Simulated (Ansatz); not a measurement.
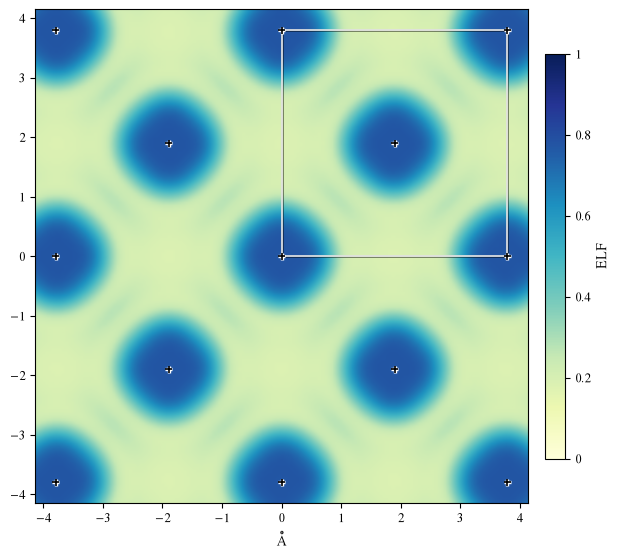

The electron localisation function on a plane through atoms (crosses mark nuclei in the plane).

All numbers below come from Kohn-Sham DFT of a periodic cell, PBE, Ansatz PAW (Ansatz).

Candidates:
A. CaO, a = 4.81 Å, b = 4.81 Å, c = 4.81 Å, α = 90.00°, β = 90.00°, γ = 90.00°. Space group Fm-3m; a structure from a database of computed crystals, not necessarily the ambient phase.
B. Rh, a = 3.80 Å, b = 3.80 Å, c = 3.80 Å, α = 90.00°, β = 90.00°, γ = 90.00°. Space group Fm-3m; computed pressure about 7 GPa in this cell.
C. Ti, a = 3.25 Å, b = 3.25 Å, c = 3.25 Å, α = 90.00°, β = 90.00°, γ = 90.00°. Space group Im-3m.

### Which candidate gave the map?

Candidate B: Rh on the (001) plane of the conventional cell, which holds Rh. Rh–Rh (2.68 Å): the ELF is about 0.25 at the midpoint; no shared electron pair shows on this line.
